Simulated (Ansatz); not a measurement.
# Residual resistivity of an alloy: Ir(111) with 4 layers of random Ir-Au, 2x2, part 2 of 2

Wanted: resistance against the alloy's length, first Ir(111) with 4 layers of random Ir-Au, 2x2.

Ansatz 0.2.0; Ansatz plane-wave DFT, PBE, PAW files; ballistic transport by layer matching (Landauer), zero bias; PAW set soft_1.

So far. Step 2 (With 4 alloy layers): Over the solved energies the transmission per spin lies between 2.41 and 2.48, out of 6.01 channels of the lead on average (up to 6.22). The log calls the step of a lead's potential too much.

## 3. With 8 alloy layers

System of this step: Ir(111) with 8 layers of random Ir-Au, 2x2. The cell holds 56 atoms: 40 Ir and 16 Au. Cell: a = 5.430 Å, b = 5.430 Å, c = 31.073 Å, α = 87.5°, β = 92.5°, γ = 120.0°. It derives from Ir. Regions: lead, 24 atoms (24 Ir); scattering region, 32 atoms (16 Ir and 16 Au). The structure is stacked along c, and the current runs across the ab planes.

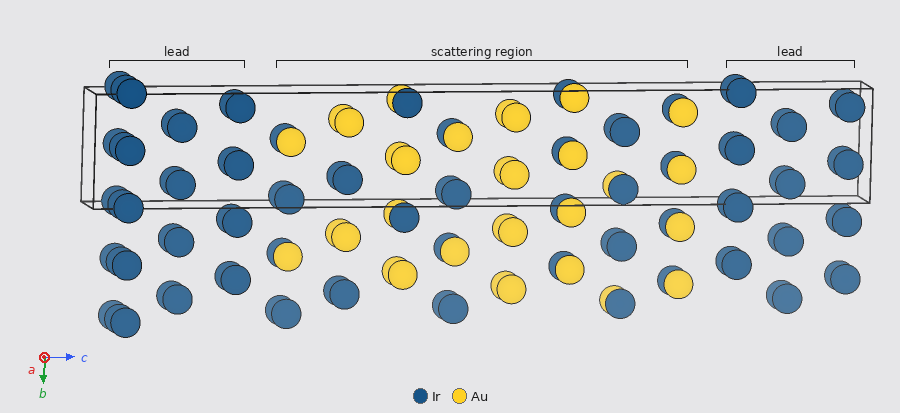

The cell of this step (iridium blue, gold yellow). 1×2×1 cells are drawn. Some periodic images of atoms are drawn too.

input.yaml

```yaml
crystal:
  lattice:
    - [5.4297315514, 0.0, 0.0]
    - [-2.7148657757, 4.7022854592, 0.0]
    - [-1.3574328878, 0.7837142432, 31.0335007294]
  atoms:
    - { symbol: Ir, position: [0.005952381, 0.994047619, 0.0357142857] }
    - { symbol: Ir, position: [0.005952381, 0.494047619, 0.0357142857] }
    - { symbol: Ir, position: [0.505952381, 0.994047619, 0.0357142857] }
    - { symbol: Ir, position: [0.505952381, 0.494047619, 0.0357142857] }
    - { symbol: Ir, position: [0.1845238095, 0.3154761905, 0.1071428571] }
    - { symbol: Ir, position: [0.1845238095, 0.8154761905, 0.1071428571] }
    - { symbol: Ir, position: [0.6845238095, 0.3154761905, 0.1071428571] }
    - { symbol: Ir, position: [0.6845238095, 0.8154761905, 0.1071428571] }
    - { symbol: Ir, position: [0.3630952381, 0.1369047619, 0.1785714286] }
    - { symbol: Ir, position: [0.3630952381, 0.6369047619, 0.1785714286] }
    - { symbol: Ir, position: [0.8630952381, 0.1369047619, 0.1785714286] }
    - { symbol: Ir, position: [0.8630952381, 0.6369047619, 0.1785714286] }
    - { symbol: Ir, position: [0.0416666667, 0.9583333333, 0.25] }
    - { symbol: Ir, position: [0.0416666667, 0.4583333333, 0.25] }
    - { symbol: Ir, position: [0.5416666667, 0.9583333333, 0.25] }
    - { symbol: Au, position: [0.5416666667, 0.4583333333, 0.25] }
    - { symbol: Au, position: [0.2202380952, 0.2797619048, 0.3214285714] }
    - { symbol: Ir, position: [0.2202380952, 0.7797619048, 0.3214285714] }
    - { symbol: Au, position: [0.7202380952, 0.2797619048, 0.3214285714] }
    - { symbol: Ir, position: [0.7202380952, 0.7797619048, 0.3214285714] }
    - { symbol: Au, position: [0.3988095238, 0.1011904762, 0.3928571429] }
    - { symbol: Au, position: [0.3988095238, 0.6011904762, 0.3928571429] }
    - { symbol: Ir, position: [0.8988095238, 0.1011904762, 0.3928571429] }
    - { symbol: Au, position: [0.8988095238, 0.6011904762, 0.3928571429] }
    - { symbol: Ir, position: [0.0773809524, 0.9226190476, 0.4642857143] }
    - { symbol: Ir, position: [0.0773809524, 0.4226190476, 0.4642857143] }
    - { symbol: Ir, position: [0.5773809524, 0.9226190476, 0.4642857143] }
    - { symbol: Au, position: [0.5773809524, 0.4226190476, 0.4642857143] }
    - { symbol: Au, position: [0.255952381, 0.244047619, 0.5357142857] }
    - { symbol: Au, position: [0.255952381, 0.744047619, 0.5357142857] }
    - { symbol: Au, position: [0.755952381, 0.244047619, 0.5357142857] }
    - { symbol: Au, position: [0.755952381, 0.744047619, 0.5357142857] }
    - { symbol: Ir, position: [0.4345238095, 0.0654761905, 0.6071428571] }
    - { symbol: Ir, position: [0.4345238095, 0.5654761905, 0.6071428571] }
    - { symbol: Au, position: [0.9345238095, 0.0654761905, 0.6071428571] }
    - { symbol: Au, position: [0.9345238095, 0.5654761905, 0.6071428571] }
    - { symbol: Au, position: [0.1130952381, 0.8869047619, 0.6785714286] }
    - { symbol: Ir, position: [0.1130952381, 0.3869047619, 0.6785714286] }
    - { symbol: Ir, position: [0.6130952381, 0.8869047619, 0.6785714286] }
    - { symbol: Ir, position: [0.6130952381, 0.3869047619, 0.6785714286] }
    - { symbol: Ir, position: [0.2916666667, 0.2083333333, 0.75] }
    - { symbol: Ir, position: [0.2916666667, 0.7083333333, 0.75] }
    - { symbol: Au, position: [0.7916666667, 0.2083333333, 0.75] }
    - { symbol: Au, position: [0.7916666667, 0.7083333333, 0.75] }
    - { symbol: Ir, position: [0.4702380952, 0.0297619048, 0.8214285714] }
    - { symbol: Ir, position: [0.4702380952, 0.5297619048, 0.8214285714] }
    - { symbol: Ir, position: [0.9702380952, 0.0297619048, 0.8214285714] }
    - { symbol: Ir, position: [0.9702380952, 0.5297619048, 0.8214285714] }
    - { symbol: Ir, position: [0.1488095238, 0.8511904762, 0.8928571429] }
    - { symbol: Ir, position: [0.1488095238, 0.3511904762, 0.8928571429] }
    - { symbol: Ir, position: [0.6488095238, 0.8511904762, 0.8928571429] }
    - { symbol: Ir, position: [0.6488095238, 0.3511904762, 0.8928571429] }
    - { symbol: Ir, position: [0.3273809524, 0.1726190476, 0.9642857143] }
    - { symbol: Ir, position: [0.3273809524, 0.6726190476, 0.9642857143] }
    - { symbol: Ir, position: [0.8273809524, 0.1726190476, 0.9642857143] }
    - { symbol: Ir, position: [0.8273809524, 0.6726190476, 0.9642857143] }
kpoints:
  mp_grid: { grid: [5, 5, 1] }
hamiltonian:
  xc: pbe
  pseudopotentials: { kind: paw, azcp: { folder: soft_1 } }
scf:
  occupations: { method: fermi_dirac, width: 0.1 }
output:
  transmission:
    leads: [[0, 4]]
    kmesh: [10, 10]
    e_range: [-0.05, 0.05]
    de: 0.05
  write_potential: true
  write_density: true
  volumetric_format: npy
```

On the command line:

```console
$ ansatz run input.yaml --threads 4 --pin off --max-ram 15360MiB --backend cpu --events-out ev --progress --plain --runs-dir out
```

Numbers of over 12 decimals in the logs are rounded to 6 here.

The program printed:

```text
[...]
Crystal: 56 atoms, lattice volume = 792.352 Å³
Basis set: ecut = 420 eV, 15385 PW (Γ)
Bands: 591, of which v1, the nominal top of the filled ones, is band 492 counted from 1 (491 counted from 0)
Symmetry: 1 space group operations
[...]
k-points: 13 of 25 (time reversal used)
[...]
SCF iter   1: F=—  HF=-688017.002984 eV  |F-HF|=—  |Δ(HF+E_count)|=         —  Δρ=2.95e-1  dr2=1.49e4  ethr=3.10e-3  ⟨swp⟩=5.0  Hψ=24688  notcnv=0  defer=181
[...]
SCF iter  14: F=-687874.284010 eV  HF=-687874.284010 eV  |F-HF|=1.25e-8  |Δ(HF+E_count)|=   3.61e-9  Δρ=3.49e-7  dr2=1.26e-8  ethr=1.02e-11  ⟨swp⟩=9.8  Hψ=25521  notcnv=0
SCF 1 converged in 14 iterations: F = -687874.284010 eV  dr2 = 1.26e-8
[...]
transmission: 284 of 2808 steps passed
transmission: 564 of 2808 steps passed
[...]
transmission: 2808 of 2808 steps passed
SCF converged after 14 iterations
Free energy (F): -687874.284010 eV
[...]
Internal energy: -687872.627653 eV  (E = F + TS)
E sigma→0 (E₀):  -687873.455832 eV
Entropy (-TS):   -1.656357 eV (-29.578 meV/atom)
Fermi energy:    25.827953 eV
[...]
--- Band table (eV; the first three rows and the last of 13) ---
  k-point 0: bands = [... 488 lower, 26.3581, 26.3848, 26.4061, 26.4378, 26.4870, 26.5102, 26.5363, 26.5880, ... 95 higher]
  k-point 1: bands = [... 488 lower, 26.0496, 26.0623, 26.0733, 26.0907, 26.1301, 26.1403, 26.1483, 26.2011, ... 95 higher]
  k-point 2: bands = [... 488 lower, 25.3623, 25.4449, 25.4985, 25.5494, 25.5840, 25.6012, 25.6789, 25.7259, ... 95 higher]
  k-point 12: bands = [... 488 lower, 25.6588, 25.7035, 25.7277, 25.8092, 25.8423, 25.8866, 25.9037, 25.9358, ... 95 higher]
--- Transmission ---
  basis      : 223 plane waves across, 54 finite elements along
  points     : 52, standing for a mesh of 10 x 10
[...]
channels       : 5.780000e0 a spin
[...]
junction   : crystal 0 to crystal 0, 0.70 to 29.51 Å
    transmission   : 1.328683e0 a spin
[...]
```

Elapsed: 6.9 min, on 4 threads of Intel Xeon Platinum 8559C (Emerald Rapids), shared host; peak memory 9.1 GiB.

Numbers from this step:

```
free energy                                                  : -687874.2840 eV
energy at zero smearing                                      : -687873.4558 eV
transmission at the energy nearest the Fermi level, one spin : 1.329
channels at the energy nearest the Fermi level, one spin     : 5.78
step of the lead's Hamiltonian                               : 39 meV
```

Per spin. Table of transmission, zone mean by energy, zero at the Fermi level:

```csv
energy (eV),"transmission, zone mean"
-0.0500,1.37
0.0000,1.33
0.0500,1.36
```

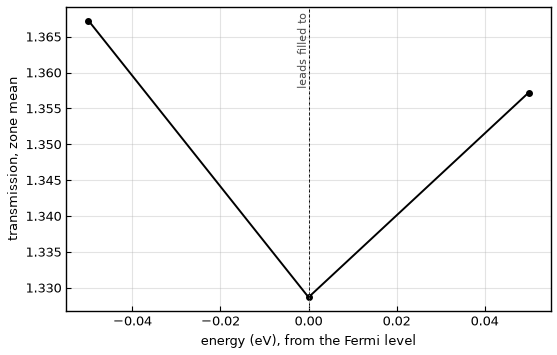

Transmission, zone mean against energy.

Over the solved energies the transmission per spin lies between 1.33 and 1.37, out of 5.96 channels of the lead on average (up to 6.2). The log calls the step of a lead's potential too much.

## 4. With 12 alloy layers

System of this step: Ir(111) with 12 layers of random Ir-Au, 2x2. The cell holds 72 atoms: 48 Ir and 24 Au. Cell: a = 5.430 Å, b = 5.430 Å, c = 39.900 Å, α = 90.0°, β = 90.0°, γ = 120.0°. It derives from Ir. Regions: lead, 24 atoms (24 Ir); scattering region, 48 atoms (24 Au and 24 Ir). The structure is stacked along c, and the current runs across the ab planes.

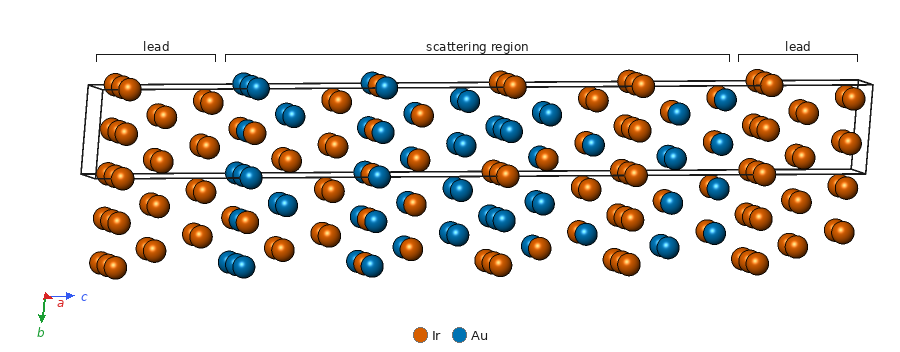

The cell of this step (iridium orange, gold blue). 1×2×1 cells are drawn. Some periodic images of atoms are drawn too.

input.yaml

```yaml
crystal:
  lattice:
    - [5.4297315514, 0.0, 0.0]
    - [-2.7148657757, 4.7022854592, 0.0]
    - [0.0, 0.0, 39.9002152235]
  atoms:
    - { symbol: Ir, position: [0.0, 0.0, 0.0277777778] }
    - { symbol: Ir, position: [0.0, 0.5, 0.0277777778] }
    - { symbol: Ir, position: [0.5, 0.0, 0.0277777778] }
    - { symbol: Ir, position: [0.5, 0.5, 0.0277777778] }
    - { symbol: Ir, position: [0.1666666667, 0.3333333333, 0.0833333333] }
    - { symbol: Ir, position: [0.1666666667, 0.8333333333, 0.0833333333] }
    - { symbol: Ir, position: [0.6666666667, 0.3333333333, 0.0833333333] }
    - { symbol: Ir, position: [0.6666666667, 0.8333333333, 0.0833333333] }
    - { symbol: Ir, position: [0.3333333333, 0.1666666667, 0.1388888889] }
    - { symbol: Ir, position: [0.3333333333, 0.6666666667, 0.1388888889] }
    - { symbol: Ir, position: [0.8333333333, 0.1666666667, 0.1388888889] }
    - { symbol: Ir, position: [0.8333333333, 0.6666666667, 0.1388888889] }
    - { symbol: Au, position: [0.0, 0.0, 0.1944444444] }
    - { symbol: Ir, position: [0.0, 0.5, 0.1944444444] }
    - { symbol: Au, position: [0.5, 0.0, 0.1944444444] }
    - { symbol: Au, position: [0.5, 0.5, 0.1944444444] }
    - { symbol: Au, position: [0.1666666667, 0.3333333333, 0.25] }
    - { symbol: Ir, position: [0.1666666667, 0.8333333333, 0.25] }
    - { symbol: Au, position: [0.6666666667, 0.3333333333, 0.25] }
    - { symbol: Ir, position: [0.6666666667, 0.8333333333, 0.25] }
    - { symbol: Ir, position: [0.3333333333, 0.1666666667, 0.3055555556] }
    - { symbol: Ir, position: [0.3333333333, 0.6666666667, 0.3055555556] }
    - { symbol: Ir, position: [0.8333333333, 0.1666666667, 0.3055555556] }
    - { symbol: Ir, position: [0.8333333333, 0.6666666667, 0.3055555556] }
    - { symbol: Au, position: [0.0, 0.0, 0.3611111111] }
    - { symbol: Au, position: [0.0, 0.5, 0.3611111111] }
    - { symbol: Ir, position: [0.5, 0.0, 0.3611111111] }
    - { symbol: Ir, position: [0.5, 0.5, 0.3611111111] }
    - { symbol: Au, position: [0.1666666667, 0.3333333333, 0.4166666667] }
    - { symbol: Au, position: [0.1666666667, 0.8333333333, 0.4166666667] }
    - { symbol: Ir, position: [0.6666666667, 0.3333333333, 0.4166666667] }
    - { symbol: Ir, position: [0.6666666667, 0.8333333333, 0.4166666667] }
    - { symbol: Au, position: [0.3333333333, 0.1666666667, 0.4722222222] }
    - { symbol: Au, position: [0.3333333333, 0.6666666667, 0.4722222222] }
    - { symbol: Au, position: [0.8333333333, 0.1666666667, 0.4722222222] }
    - { symbol: Au, position: [0.8333333333, 0.6666666667, 0.4722222222] }
    - { symbol: Ir, position: [0.0, 0.0, 0.5277777778] }
    - { symbol: Au, position: [0.0, 0.5, 0.5277777778] }
    - { symbol: Ir, position: [0.5, 0.0, 0.5277777778] }
    - { symbol: Au, position: [0.5, 0.5, 0.5277777778] }
    - { symbol: Au, position: [0.1666666667, 0.3333333333, 0.5833333333] }
    - { symbol: Au, position: [0.1666666667, 0.8333333333, 0.5833333333] }
    - { symbol: Au, position: [0.6666666667, 0.3333333333, 0.5833333333] }
    - { symbol: Ir, position: [0.6666666667, 0.8333333333, 0.5833333333] }
    - { symbol: Ir, position: [0.3333333333, 0.1666666667, 0.6388888889] }
    - { symbol: Ir, position: [0.3333333333, 0.6666666667, 0.6388888889] }
    - { symbol: Ir, position: [0.8333333333, 0.1666666667, 0.6388888889] }
    - { symbol: Au, position: [0.8333333333, 0.6666666667, 0.6388888889] }
    - { symbol: Ir, position: [0.0, 0.0, 0.6944444444] }
    - { symbol: Ir, position: [0.0, 0.5, 0.6944444444] }
    - { symbol: Ir, position: [0.5, 0.0, 0.6944444444] }
    - { symbol: Ir, position: [0.5, 0.5, 0.6944444444] }
    - { symbol: Ir, position: [0.1666666667, 0.3333333333, 0.75] }
    - { symbol: Au, position: [0.1666666667, 0.8333333333, 0.75] }
    - { symbol: Au, position: [0.6666666667, 0.3333333333, 0.75] }
    - { symbol: Au, position: [0.6666666667, 0.8333333333, 0.75] }
    - { symbol: Ir, position: [0.3333333333, 0.1666666667, 0.8055555556] }
    - { symbol: Ir, position: [0.3333333333, 0.6666666667, 0.8055555556] }
    - { symbol: Au, position: [0.8333333333, 0.1666666667, 0.8055555556] }
    - { symbol: Au, position: [0.8333333333, 0.6666666667, 0.8055555556] }
    - { symbol: Ir, position: [0.0, 0.0, 0.8611111111] }
    - { symbol: Ir, position: [0.0, 0.5, 0.8611111111] }
    - { symbol: Ir, position: [0.5, 0.0, 0.8611111111] }
    - { symbol: Ir, position: [0.5, 0.5, 0.8611111111] }
    - { symbol: Ir, position: [0.1666666667, 0.3333333333, 0.9166666667] }
    - { symbol: Ir, position: [0.1666666667, 0.8333333333, 0.9166666667] }
    - { symbol: Ir, position: [0.6666666667, 0.3333333333, 0.9166666667] }
    - { symbol: Ir, position: [0.6666666667, 0.8333333333, 0.9166666667] }
    - { symbol: Ir, position: [0.3333333333, 0.1666666667, 0.9722222222] }
    - { symbol: Ir, position: [0.3333333333, 0.6666666667, 0.9722222222] }
    - { symbol: Ir, position: [0.8333333333, 0.1666666667, 0.9722222222] }
    - { symbol: Ir, position: [0.8333333333, 0.6666666667, 0.9722222222] }
kpoints:
  mp_grid: { grid: [5, 5, 1] }
hamiltonian:
  xc: pbe
  pseudopotentials: { kind: paw, azcp: { folder: soft_1 } }
scf:
  occupations: { method: fermi_dirac, width: 0.1 }
output:
  transmission:
    leads: [[0, 4]]
    kmesh: [10, 10]
    e_range: [-0.05, 0.05]
    de: 0.05
  write_potential: true
  write_density: true
  volumetric_format: npy
```

The program printed:

```text
[...]
Crystal: 72 atoms, lattice volume = 1018.738 Å³
Basis set: ecut = 420 eV, 19879 PW (Γ)
Bands: 764, of which v1, the nominal top of the filled ones, is band 636 counted from 1 (635 counted from 0)
Symmetry: 1 space group operations
[...]
k-points: 13 of 25 (time reversal used)
[...]
SCF iter   1: F=—  HF=-888796.892018 eV  |F-HF|=—  |Δ(HF+E_count)|=         —  Δρ=3.12e-1  dr2=1.83e4  ethr=3.10e-3  ⟨swp⟩=5.0  Hψ=32115  notcnv=0  defer=296
[...]
SCF iter  14: F=-888569.861467 eV  HF=-888569.861467 eV  |F-HF|=4.18e-8  |Δ(HF+E_count)|=   1.62e-8  Δρ=6.05e-7  dr2=4.40e-8  ethr=7.86e-12  ⟨swp⟩=9.4  Hψ=35028  notcnv=0
SCF 1 converged in 14 iterations: F = -888569.861467 eV  dr2 = 4.40e-8
[...]
transmission: 376 of 3744 steps passed
transmission: 752 of 3744 steps passed
[...]
transmission: 3744 of 3744 steps passed
SCF converged after 14 iterations
Free energy (F): -888569.861467 eV
[...]
Internal energy: -888567.646692 eV  (E = F + TS)
E sigma→0 (E₀):  -888568.754079 eV
Entropy (-TS):   -2.214775 eV (-30.761 meV/atom)
Fermi energy:    25.823729 eV
[...]
--- Band table (eV; the first three rows and the last of 13) ---
  k-point 0: bands = [... 632 lower, 26.3966, 26.4616, 26.4742, 26.5114, 26.5243, 26.5353, 26.5472, 26.5629, ... 124 higher]
  k-point 1: bands = [... 632 lower, 26.0308, 26.0451, 26.0719, 26.0838, 26.1077, 26.1187, 26.1335, 26.1500, ... 124 higher]
  k-point 2: bands = [... 632 lower, 25.4990, 25.5228, 25.5578, 25.5780, 25.6530, 25.6683, 25.7053, 25.7378, ... 124 higher]
  k-point 12: bands = [... 632 lower, 25.6563, 25.6906, 25.7207, 25.7447, 25.7732, 25.8013, 25.8342, 25.8880, ... 124 higher]
--- Transmission ---
  basis      : 223 plane waves across, 72 finite elements along
  points     : 52, standing for a mesh of 10 x 10
[...]
channels       : 6.020000e0 a spin
[...]
junction   : crystal 0 to crystal 0, 0.70 to 38.38 Å
    transmission   : 1.166752e0 a spin
[...]
```

The job ended after 12 min (4 threads; peak memory 8 GiB; 45 min of CPU time).

Numbers from this step:

```
free energy                                                  : -888569.8615 eV
energy at zero smearing                                      : -888568.7541 eV
Fermi energy                                                 : 25.82 eV
transmission at the energy nearest the Fermi level, one spin : 1.167
channels at the energy nearest the Fermi level, one spin     : 6.02
step of the lead's Hamiltonian                               : 39.3 meV
```

Per spin. The transmission, zone mean by energy, zero at the Fermi level:

```csv
energy (eV),"transmission, zone mean"
-0.0500,1.22
0.0000,1.17
0.0500,1.16
```

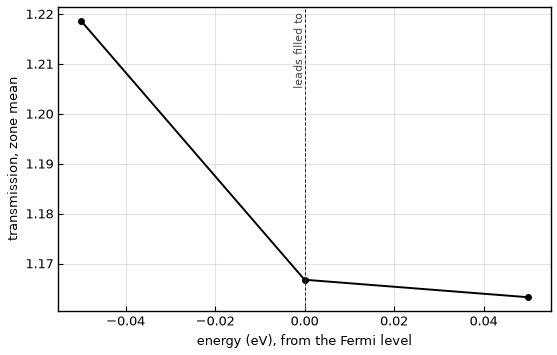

Transmission, zone mean, plotted against energy.

Over the solved energies the transmission per spin lies between 1.16 and 1.22, out of 6.06 channels of the lead on average (up to 6.26). The log calls the step of a lead's potential too much.

## 5. Resistance against length

This step: Ansatz plane-wave DFT, PBE, PAW files; ballistic transport by layer matching (Landauer), zero bias; residual resistivity from the slope of the area resistance, atoms on the host's lattice; PAW set soft_1 (Ansatz 0.2.0).

This step gave:

| Item | Value |
| --- | --- |
| resistivity | 81.18 µΩ cm |
| intercept | 0.2039 fΩ m² |
| scatter about the fit | 0.1716 fΩ m² |

Resistance, by row:

```csv
run,length (Å),T,channels N,RA (fΩ m²)
n4,8.867,2.439,6.007,0.8024
n8,17.73,1.351,5.96,1.886
n12,26.6,1.183,6.06,2.242
```

The area resistance by length of the alloy:

```csv
length of the alloy (Å),area resistance (fΩ m²)
8.87,0.802
17.73,1.89
26.60,2.24
```

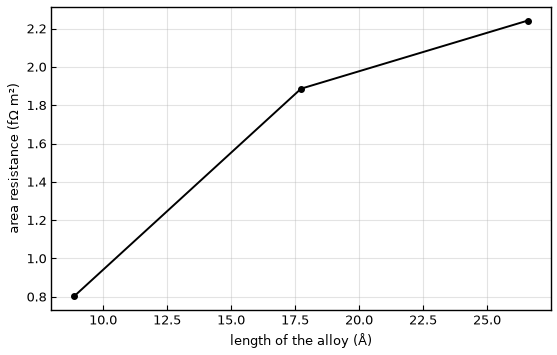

Area resistance, plotted against length of the alloy.

The area resistance goes from 0.80 to 2.2 fΩ m² between 8.9 and 26.6 Å, a slope of 81 µΩ cm.

By hand from the end points: (2.242 − 0.8024) fΩ m² / (26.60 − 8.87) Å = 81 µΩ cm, since 1 fΩ m² per Å is 1000 µΩ cm.

## 6. Results

| Quantity | Value |
| --- | --- |
| resistivity from the slope | 81.2 µΩ cm |
| area resistance over 8.87 Å | 0.802 fΩ m² |
| area resistance over 17.7 Å | 1.89 fΩ m² |
| area resistance over 26.6 Å | 2.24 fΩ m² |

What this shows: The slope gives 81 µΩ cm. The points scatter by 0.17 fΩ m² about the line, with one random draw a length in a 2x2 cell, so the slope is a rough value. The lead's own channel count moves between the runs (6.01, 5.96 and 6.06), which shifts RA and the slope too. Read with a model of isotropic scattering on a spherical Fermi surface and the lead's 1.8×10¹⁵ S/m², this slope means a mean free path near 5.1 Å (a rough figure, since the alloy's own channel count differs); over these lengths the model's slope is within 3 % of its bulk resistivity, though a free path of a few ångströms strains the picture. The atoms sit on the host's lattice, so scattering by size misfit is left out. Spin-orbit coupling is left out, which matters for Au and Ir. A lead's potential steps by up to 54 meV from period to period, which the log calls too much, so longer leads could move the result.

[Logs are printed without paths, hosts, clocks, repeated set-up lines and the standing remarks that a program may print on its own settings, such as how far it seeks lower states.]

[Hosts, paths, dates, database ids (printed as entryN), source tags and the programs' standing remarks are cut or masked in the printed files.]
